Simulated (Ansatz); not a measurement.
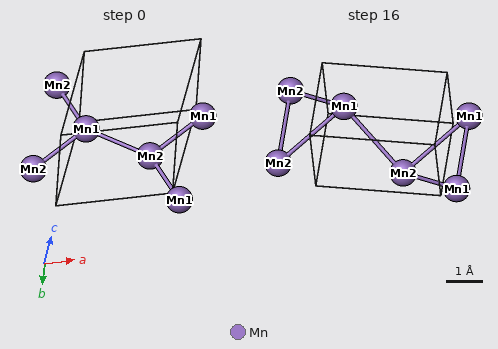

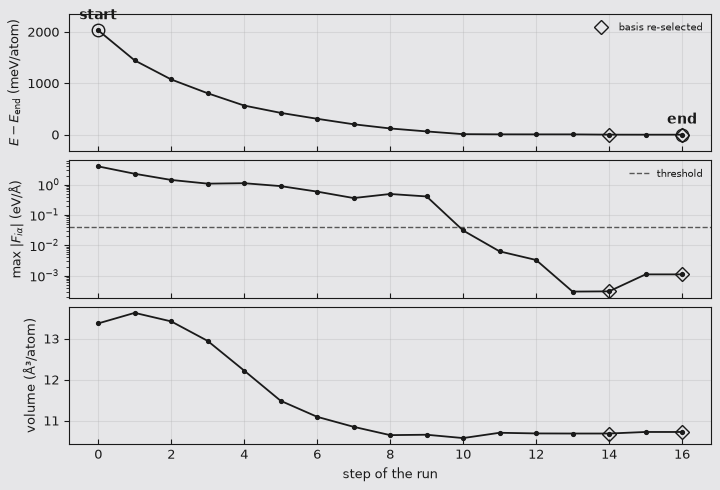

First and last geometry of a relaxation of solid Mn (built on the random type) (coarse preliminary run), with the history of the run. Style: ball-and-stick. Shown: the cell of the calculation, from a free direction.

Case: random cell without symmetry.

The calculation used DFT PBE, scalar-relativistic, plane waves, PAW (Ansatz 0.2.0).

The input:
```yaml
crystal:
  lattice:
    - [3.318206602, 0.0, 0.0]
    - [-0.7778286916, 3.0630592102, 0.0]
    - [0.6668699822, -0.3233714772, 2.6315742833]
  atoms:
    - { symbol: Mn, position: [0.0822462631, 0.953176156, 0.8683571607], spin: 4.0 }
    - { symbol: Mn, position: [0.7135562884, 0.9685310654, 0.4613910743], spin: 4.0 }
basis:
  ecutwfc: 420
kpoints:
  mp_grid: { grid: [6, 6, 6] }
hamiltonian:
  xc: pbe
scf:
  occupations: { method: gaussian, width: 0.1 }
  lower_state_search: "off"
output:
  forces: true
  stress: true
  eigenvalues: true
  populations: true
magnetization:
  spin_polarized: true
relax:
  adjacent_minimum: "off"
  f_tol: 0.04
  max_steps: 70
  cell: { stress_tol: 0.4 }
```

**Did the run converge, and what did it change?**

It converged. The largest moves relative to the cell, 0.65 Å, are those of Mn1 and Mn2. Mn1 goes roughly along [1 −3 1]. The drawn cell changes as follows: a 3.318 → 3.522 Å (+6.1 %), b 3.160 → 2.468 Å (−21.9 %), c 2.734 → 2.468 Å (−9.7 %), α 100.1° → 90.0°, β 75.9° → 90.0°, γ 104.2° → 90.0°; the volume changes by −19.8 %. Near-neighbour distances that change, for instance: Mn1–Mn2 4.830 → 2.478 Å, Mn1–Mn2 (another image) 4.021 → 2.479 Å, Mn1–Mn2 (another image) 3.568 → 2.480 Å, Mn1–Mn2 (another image) 1.778 → 2.480 Å. New bonds form: Mn1–Mn2 (3.16 → 2.48 Å), Mn1–Mn2 (3.57 → 2.48 Å), Mn1–Mn2 (4.02 → 2.48 Å), Mn1–Mn2 (4.83 → 2.48 Å). Among the angles between lasting bonds that change: Mn2–Mn1–Mn2 97.5° → 59.7°, Mn2–Mn1–Mn2 149.0° → 120.3°, Mn2–Mn1–Mn2 113.3° → 90.5°. The space group (tolerance 0.01 Å) goes from P-1 (No. 2) to I4/mmm (No. 139). Over 14 accepted moves (16 points after the start) the energy falls by 2031 meV per atom. Largest force component: 4 eV/Å at the start, 0.0011 eV/Å at the end. Pressure: 38.35 GPa at the start and −0.05 GPa at the end. The SCF was repeated twice at an unchanged geometry on a basis and grid sized afresh for the cell, which shifted the energy by 5.3 meV per atom at most. The program noted that the starting moments weren't kept. The run may lie on a higher electronic state than the lowest, so the end point isn't shown to be the ground-state structure. The run took roughly 2.2 core-minutes on a shared host.

Limits of the set-up: the k-point mesh is coarse for a cell with partly filled bands.
